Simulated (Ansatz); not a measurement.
## Run report: Ag12I, geometry relaxation (part 2 of 2)

Ag12I (slab, 13 atoms in the cell); DFT PBE+D3(BJ), scalar-relativistic, plane waves, PAW, no spin polarisation (Ansatz 0.2.0); cutoff 420 eV, 6×6×1 k-mesh, Gaussian smearing of 0.1 eV. The structure derives from an entry of the Crystallography Open Database. The input holds or restrains some coordinates. Forces given for the steps count only the free coordinates.

Geometry of the input (Å; fractional positions):
```
4.9888  0.0000  0.0000
-2.4944  4.3205  0.0000
0.0000  0.0000  26.0553
Ag -0.0000  0.3333  0.3262
Ag 0.3333  0.0000  0.3262
Ag 0.6667  0.6667  0.3262
Ag 0.3333  0.3333  0.4165
Ag 0.6667  0.0000  0.4165
Ag -0.0000  0.6667  0.4165
Ag 0.6667  0.3333  0.5062
Ag 0.0000  0.0000  0.5062
Ag 0.3333  0.6667  0.5062
Ag -0.0000  0.3333  0.5968
Ag 0.3333  0.0000  0.5968
Ag 0.6667  0.6667  0.5968
I  -0.0000  0.6667  0.6858
```

Output, continued:
```
--- Forces (eV/Å), atoms counted from 1 ---
  atom   1  Ag    -0.01590663     0.02755110    -0.01455087
  atom   2  Ag    -0.01590663    -0.02755110    -0.01455087
  atom   3  Ag     0.03181327     0.00000000    -0.01455087
  atom   4  Ag    -0.00000000     0.00000000    -0.03717966
  atom   5  Ag     0.00000000    -0.00000000    -0.03717966
  atom   6  Ag     0.00000000    -0.00000000     0.11450996
  atom   7  Ag     0.00243541     0.00421826    -0.00055978
  atom   8  Ag     0.00243541    -0.00421826    -0.00055978
  atom   9  Ag    -0.00487083    -0.00000000    -0.00055978
  atom  10  Ag    -0.00169372     0.00293360     0.00428252
  atom  11  Ag    -0.00169372    -0.00293360     0.00428252
  atom  12  Ag     0.00338743     0.00000000     0.00428252
  atom  13  I      0.00000000    -0.00000000    -0.00765789
  max |Σ_I F_I| component: 8.34e-6 eV/Å
--- Band table (eV; the first three rows and the last of 7) ---
  k-point 0: bands = ["-87.7796", "-87.7601", "-87.7531", "-87.7418", "-87.7287", "-87.7287", "-87.6926", "-87.6793", "-87.6793", "-87.5590", "-87.5456", "-87.5456", "-51.3036", "-51.2891", "-51.2891", "-51.2775", "-51.2775", "-51.2724", "-51.2679", "-51.2421", "-51.2421", "-51.2351", "-51.2351", "-51.2309", "-51.2305", "-51.2196", "-51.2108", "-51.1988", "-51.1884", "-51.1884", "-51.1832", "-51.1832", "-51.1492", "-51.1492", "-51.1343", "-51.1343", "-51.1313", "-51.1175", "-51.1175", "-51.0697", "-51.0697", "-51.0677", "-51.0670", "-51.0220", "-51.0106", "-51.0106", "-50.9793", "-50.9793", "-41.0119", "-40.9835", "-40.9835", "-40.8981", "-40.8981", "-8.6275", "-3.2702", "-2.4135", "-2.1572", "-1.9637", "-1.4460", "-1.4354", "-1.4354", "-1.4163", "-1.4163", "-1.4079", "-1.1163", "-1.0941", "-1.0941", "-1.0816", "-0.9173", "-0.9173", "-0.8599", "-0.8599", "-0.7809", "-0.6177", "-0.5984", "-0.5984", "-0.5531", "-0.5531", "-0.4989", "-0.4989", "-0.4580", "-0.4531", "-0.4517", "-0.4517", "-0.3857", "-0.3800", "-0.3800", "-0.2523", "-0.2523", "-0.2453", "-0.1211", "-0.1189", "-0.0988", "-0.0988", "0.3359", "0.3359", "0.3957", "0.4124", "0.4522", "0.4522", "0.4809", "0.4809", "0.5452", "0.5452", "0.6232", "0.7122", "0.7122", "0.8894", "0.8894", "1.0123", "1.0123", "1.1122", "1.1122", "1.1228", "1.1332", "1.1786", "1.1786", "1.9933", "2.5067", "2.5067", "3.8183", "5.7306", "7.6018", "7.6018", "7.7289", "7.7943", "7.7943", "7.9042", "8.2475", "8.4669", "8.4669", "8.5293", "8.5436", "8.7947", "8.9060", "8.9060", "9.3163", "9.5353", "10.0203", "10.0203", "10.0621", "10.2515", "10.2515", "10.3496", "11.0073", "11.0073", "11.0478"]
  k-point 1: bands = ["-87.7790", "-87.7601", "-87.7536", "-87.7408", "-87.7293", "-87.7291", "-87.6916", "-87.6799", "-87.6796", "-87.5579", "-87.5462", "-87.5460", "-51.3035", "-51.3005", "-51.2978", "-51.2798", "-51.2751", "-51.2624", "-51.2590", "-51.2481", "-51.2419", "-51.2386", "-51.2340", "-51.2250", "-51.2153", "-51.2129", "-51.2049", "-51.1971", "-51.1938", "-51.1872", "-51.1825", "-51.1789", "-51.1612", "-51.1524", "-51.1383", "-51.1350", "-51.1299", "-51.1239", "-51.1196", "-51.0874", "-51.0820", "-51.0466", "-51.0439", "-51.0210", "-51.0112", "-51.0110", "-50.9906", "-50.9823", "-41.0119", "-40.9835", "-40.9835", "-40.8981", "-40.8981", "-8.6081", "-3.0225", "-2.1867", "-1.9895", "-1.7740", "-1.7216", "-1.5827", "-1.5539", "-1.5248", "-1.4400", "-1.3231", "-1.2706", "-1.1857", "-1.1531", "-1.0989", "-1.0831", "-0.9996", "-0.9531", "-0.9211", "-0.7719", "-0.7103", "-0.6644", "-0.6451", "-0.6389", "-0.5121", "-0.4729", "-0.4449", "-0.4332", "-0.4250", "-0.3975", "-0.3670", "-0.3577", "-0.3183", "-0.2990", "-0.2676", "-0.1909", "-0.1400", "-0.1323", "0.0391", "0.0561", "0.1006", "0.1743", "0.2454", "0.3257", "0.3594", "0.4281", "0.4333", "0.4814", "0.5125", "0.5345", "0.6328", "0.6752", "0.7137", "0.7758", "0.7983", "0.8635", "0.9804", "1.0361", "1.1243", "1.1685", "1.1722", "1.2466", "1.2849", "1.3266", "2.2847", "2.4353", "2.4887", "4.2358", "5.0862", "5.8665", "6.0656", "6.2896", "6.6648", "7.1234", "7.4642", "7.6095", "8.4634", "8.7129", "8.8686", "9.1495", "9.3489", "9.3744", "9.4961", "9.7004", "9.9438", "10.1557", "10.3405", "10.5021", "10.6342", "10.8902", "11.2289", "11.3928", "11.5789", "11.7803"]
  k-point 2: bands = ["-87.7778", "-87.7599", "-87.7551", "-87.7381", "-87.7313", "-87.7298", "-87.6889", "-87.6819", "-87.6803", "-87.5551", "-87.5483", "-87.5467", "-51.3167", "-51.2939", "-51.2930", "-51.2891", "-51.2748", "-51.2631", "-51.2528", "-51.2390", "-51.2374", "-51.2333", "-51.2275", "-51.2260", "-51.2129", "-51.2026", "-51.2000", "-51.1965", "-51.1923", "-51.1907", "-51.1860", "-51.1679", "-51.1669", "-51.1617", "-51.1551", "-51.1388", "-51.1290", "-51.1276", "-51.1244", "-51.1000", "-51.0765", "-51.0247", "-51.0210", "-51.0202", "-51.0175", "-51.0128", "-51.0117", "-50.9912", "-41.0119", "-40.9835", "-40.9835", "-40.8981", "-40.8981", "-8.5688", "-2.3716", "-1.9701", "-1.8913", "-1.8401", "-1.6764", "-1.6328", "-1.5876", "-1.5802", "-1.5610", "-1.4338", "-1.3979", "-1.3665", "-1.3088", "-1.1823", "-1.0858", "-1.0512", "-0.9990", "-0.9328", "-0.8861", "-0.8671", "-0.7919", "-0.7014", "-0.6650", "-0.6086", "-0.5509", "-0.5176", "-0.4509", "-0.4284", "-0.4016", "-0.3132", "-0.2758", "-0.2047", "-0.1235", "-0.1162", "-0.0909", "-0.0472", "-0.0355", "0.0811", "0.1003", "0.1266", "0.2130", "0.2707", "0.2910", "0.3948", "0.4756", "0.5286", "0.5462", "0.6001", "0.6312", "0.6937", "0.8112", "0.8248", "0.9073", "0.9848", "1.0138", "1.0805", "1.1259", "1.2022", "1.2196", "1.2413", "1.3351", "1.3553", "1.6574", "2.0170", "2.3865", "2.8623", "3.0827", "3.7592", "4.8715", "5.0688", "5.2694", "5.6474", "6.0652", "6.3574", "7.1212", "7.5378", "8.4320", "8.9320", "9.1687", "9.2854", "9.7118", "9.9851", "10.4254", "10.5166", "10.9861", "11.0786", "11.3228", "11.4422", "11.5041", "11.7656", "12.0356", "12.2432", "12.5503"]
  k-point 6: bands = ["-87.7770", "-87.7579", "-87.7579", "-87.7332", "-87.7332", "-87.7328", "-87.6844", "-87.6844", "-87.6824", "-87.5500", "-87.5500", "-87.5500", "-51.2943", "-51.2943", "-51.2895", "-51.2817", "-51.2765", "-51.2765", "-51.2479", "-51.2479", "-51.2435", "-51.2291", "-51.2271", "-51.2271", "-51.2127", "-51.2127", "-51.2047", "-51.1962", "-51.1962", "-51.1932", "-51.1755", "-51.1755", "-51.1719", "-51.1477", "-51.1477", "-51.1460", "-51.1290", "-51.1272", "-51.1272", "-51.0744", "-51.0738", "-51.0738", "-51.0145", "-51.0144", "-51.0144", "-51.0038", "-51.0038", "-51.0034", "-41.0119", "-40.9835", "-40.9835", "-40.8981", "-40.8981", "-8.5393", "-1.9163", "-1.9139", "-1.9139", "-1.8785", "-1.8785", "-1.8434", "-1.7020", "-1.7020", "-1.6862", "-1.6079", "-1.6079", "-1.6057", "-1.3828", "-1.3828", "-1.3826", "-1.1463", "-1.1463", "-1.1312", "-0.7311", "-0.6764", "-0.6764", "-0.5081", "-0.4771", "-0.4771", "-0.3973", "-0.3973", "-0.3284", "-0.3108", "-0.3108", "-0.2681", "-0.0359", "0.0452", "0.0452", "0.1355", "0.1394", "0.1394", "0.3891", "0.3891", "0.4097", "0.5648", "0.5648", "0.5720", "0.7098", "0.7098", "0.7514", "0.7612", "0.8307", "0.8307", "0.8806", "0.8806", "0.8870", "0.9518", "0.9856", "0.9856", "1.0463", "1.0463", "1.0494", "1.0622", "1.1287", "1.1287", "1.2548", "1.2548", "1.2557", "1.5154", "1.5591", "1.5591", "2.3688", "2.3688", "2.8492", "4.1187", "4.1187", "4.7328", "6.3974", "6.3974", "7.0006", "8.7475", "8.7475", "9.3837", "10.1371", "10.1371", "10.6828", "10.6828", "10.8206", "11.0411", "11.1626", "11.1626", "11.3791", "11.6584", "11.6584", "11.6614", "11.9480", "11.9480", "12.2189"]
--- Relaxed structure (4 steps of the walk, 4 accepted, 0 SCFs on fresh bases) ---
  F+E_penalty+E_count = -98604.51295561 eV   max|allowed force component| = 7.658e-3 eV/Å
  atoms:
    - { symbol: Ag, position: [2.7755575615628914e-17, 0.33333333333333337, 0.32622924940000003] }
    - { symbol: Ag, position: [0.3333333333333333, 5.978123978785019e-17, 0.32622924940000003] }
    - { symbol: Ag, position: [0.6666666666666667, 0.6666666666666669, 0.32622924940000003] }
    - { symbol: Ag, position: [0.33333333333333337, 0.3333333333333334, 0.4164898087] }
    - { symbol: Ag, position: [0.6666666666666667, 6.903309832545073e-17, 0.4164898087] }
    - { symbol: Ag, position: [5.551115123125783e-17, 0.6666666666666667, 0.4164898087] }
    - { symbol: Ag, position: [0.6649557995383958, 0.33162246620506247, 0.5064038053897192] }
    - { symbol: Ag, position: [3.2526065174565133e-19, 0.0017108671282709262, 0.5064038053897192] }
    - { symbol: Ag, position: [0.3350442004616042, 0.6666666666666669, 0.5064038053897192] }
    - { symbol: Ag, position: [2.7755575615628914e-17, 0.3262058913710617, 0.5961364221991933] }
    - { symbol: Ag, position: [0.34046077529560503, 0.007127441962271726, 0.5961364221991933] }
    - { symbol: Ag, position: [0.6595392247043952, 0.6666666666666669, 0.5961364221991933] }
    - { symbol: I, position: [5.551115123125783e-17, 0.6666666666666667, 0.6851694957571429] }
```

Trajectory as extended XYZ (Å, eV, eV/Å), 4 frames, from step=1 to step=4:
```
13
Lattice="4.9888 0.0000 0.0000 -2.4944 4.3205 0.0000 0.0000 0.0000 26.0553" Properties=species:S:1:pos:R:3:forces:R:3 step=1 energy=-98604.49474
Ag   -0.8315    1.4402    8.5000   -0.0133   0.0231  -0.0121
Ag    1.6629    0.0000    8.5000   -0.0133  -0.0231  -0.0121
Ag    1.6629    2.8803    8.5000    0.0266   0.0000  -0.0121
Ag    0.8315    1.4402   10.8518    0.0000   0.0000  -0.0463
Ag    3.3259    0.0000   10.8518    0.0000   0.0000  -0.0463
Ag   -1.6629    2.8803   10.8518    0.0000   0.0000   0.0678
Ag    2.4944    1.4402   13.1889   -0.0467  -0.0809   0.0998
Ag    0.0000    0.0000   13.1889   -0.0467   0.0809   0.0998
Ag    0.0000    2.8803   13.1889    0.0934   0.0000   0.0998
Ag   -0.8315    1.4402   15.5493    0.1378  -0.2386  -0.1267
Ag    1.6629    0.0000   15.5493    0.1378   0.2386  -0.1267
Ag    1.6629    2.8803   15.5493   -0.2755   0.0000  -0.1267
I    -1.6629    2.8803   17.8693    0.0000   0.0000   0.1425
13
Lattice="4.9888 0.0000 0.0000 -2.4944 4.3205 0.0000 0.0000 0.0000 26.0553" Properties=species:S:1:pos:R:3:forces:R:3 step=2 energy=-98604.50651
Ag   -0.8315    1.4402    8.5000   -0.0170   0.0294  -0.0160
Ag    1.6629    0.0000    8.5000   -0.0170  -0.0294  -0.0160
Ag    1.6629    2.8803    8.5000    0.0339   0.0000  -0.0160
Ag    0.8315    1.4402   10.8518    0.0000   0.0000  -0.0189
Ag    3.3259    0.0000   10.8518    0.0000   0.0000  -0.0189
Ag   -1.6629    2.8803   10.8518    0.0000   0.0000   0.1563
Ag    2.4871    1.4275   13.2021    0.0338   0.0585  -0.1213
Ag   -0.0073    0.0126   13.2021    0.0338  -0.0585  -0.1213
Ag    0.0146    2.8803   13.2021   -0.0675   0.0000  -0.1213
Ag   -0.8073    1.3982   15.5162   -0.0510   0.0884   0.1150
Ag    1.6872    0.0419   15.5162   -0.0510  -0.0884   0.1150
Ag    1.6145    2.8803   15.5162    0.1021   0.0000   0.1150
I    -1.6629    2.8803   17.8353    0.0000   0.0000  -0.0516
13
Lattice="4.9888 0.0000 0.0000 -2.4944 4.3205 0.0000 0.0000 0.0000 26.0553" Properties=species:S:1:pos:R:3:forces:R:3 step=3 energy=-98604.51295
Ag   -0.8315    1.4402    8.5000   -0.0159   0.0276  -0.0145
Ag    1.6629    0.0000    8.5000   -0.0159  -0.0276  -0.0145
Ag    1.6629    2.8803    8.5000    0.0318   0.0000  -0.0145
Ag    0.8315    1.4402   10.8518    0.0000   0.0000  -0.0372
Ag    3.3259    0.0000   10.8518    0.0000   0.0000  -0.0372
Ag   -1.6629    2.8803   10.8518    0.0000   0.0000   0.1145
Ag    2.4902    1.4328   13.1945    0.0024   0.0042  -0.0006
Ag   -0.0043    0.0074   13.1945    0.0024  -0.0042  -0.0006
Ag    0.0085    2.8803   13.1945   -0.0049   0.0000  -0.0006
Ag   -0.8137    1.4094   15.5325   -0.0017   0.0029   0.0043
Ag    1.6807    0.0308   15.5325   -0.0017  -0.0029   0.0043
Ag    1.6274    2.8803   15.5325    0.0034   0.0000   0.0043
I    -1.6629    2.8803   17.8523    0.0000   0.0000  -0.0077
13
Lattice="4.9888 0.0000 0.0000 -2.4944 4.3205 0.0000 0.0000 0.0000 26.0553" Properties=species:S:1:pos:R:3:forces:R:3 step=4 energy=-98604.51296
Ag   -0.8315    1.4402    8.5000   -0.0159   0.0276  -0.0146
Ag    1.6629    0.0000    8.5000   -0.0159  -0.0276  -0.0146
Ag    1.6629    2.8803    8.5000    0.0318   0.0000  -0.0146
Ag    0.8315    1.4402   10.8518    0.0000   0.0000  -0.0372
Ag    3.3259    0.0000   10.8518    0.0000   0.0000  -0.0372
Ag   -1.6629    2.8803   10.8518    0.0000   0.0000   0.1145
Ag    2.4902    1.4328   13.1945    0.0024   0.0042  -0.0006
Ag   -0.0043    0.0074   13.1945    0.0024  -0.0042  -0.0006
Ag    0.0085    2.8803   13.1945   -0.0049   0.0000  -0.0006
Ag   -0.8137    1.4094   15.5325   -0.0017   0.0029   0.0043
Ag    1.6807    0.0308   15.5325   -0.0017  -0.0029   0.0043
Ag    1.6274    2.8803   15.5325    0.0034   0.0000   0.0043
I    -1.6629    2.8803   17.8523    0.0000   0.0000  -0.0077
```

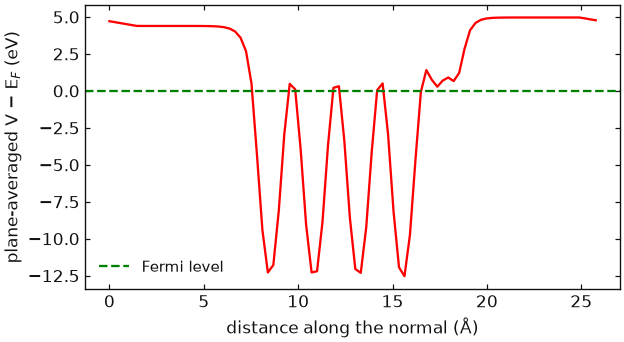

Plane average of the electrostatic potential energy of an electron across the cell, from the Fermi level. The vacuum level lies 4.96 eV above the Fermi level on the upper side and 4.39 eV on the lower.

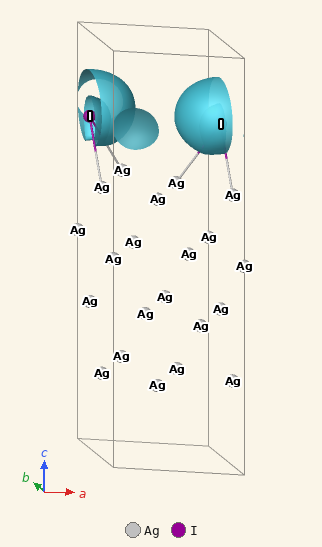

Isosurface of the ELF at 0.6 (cyan), seen slightly off an axis. Core shells and regions of very low density are left out. Sticks mark near contacts. Profiles from the grid: Ag–I (2.88 Å): the ELF peaks at about 0.60 in the valence shell of I, 1.2 Å from its nucleus, and drops to about 0.15 between the two atoms; no shared pair; the contact is polar. In a PAW calculation such maps are meaningful between the atoms, not at the nuclei.

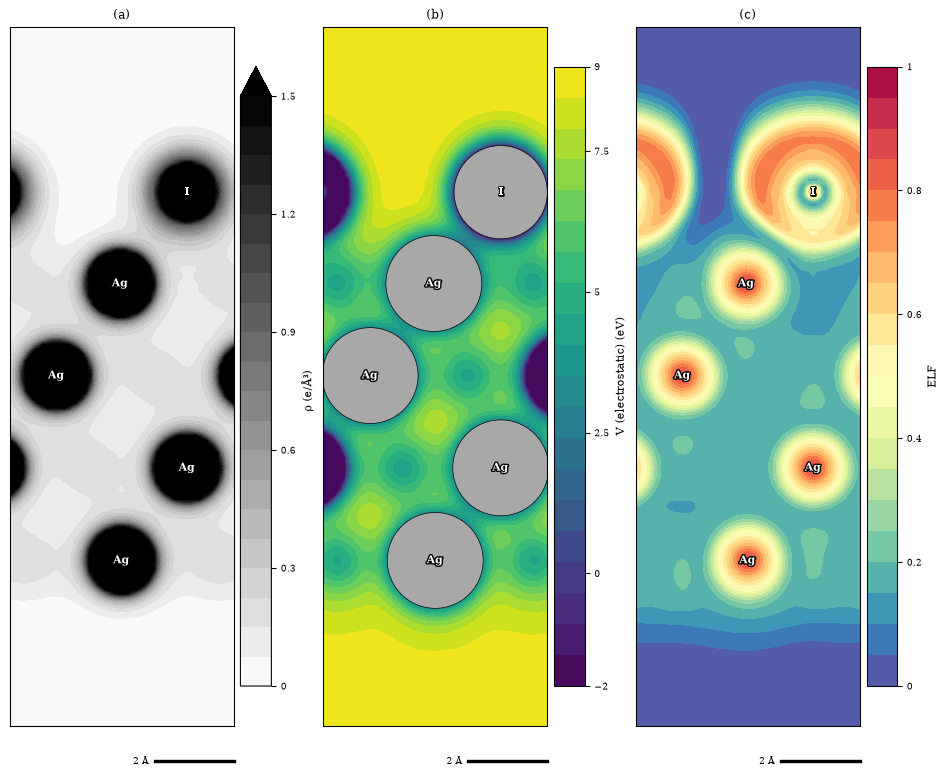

(a) valence electron density; (b) electrostatic potential (local pseudopotential plus Hartree) felt by an electron; (c) electron localisation function on the (100) plane of the calculation cell, a cut from vacuum to vacuum. Grey discs, where drawn, cover atomic cores. Ag–I (2.88 Å): the density is about 0.3 e/Å³ at the midpoint; the ELF peaks at about 0.60 in the valence shell of I, 1.2 Å from its nucleus, and drops to about 0.15 between the two atoms; no shared pair; the contact is polar. The density dies away to nearly zero in the vacuum. The strong features right at Ag lie inside the PAW spheres (semicore, d or f shells) and say nothing about bonding.
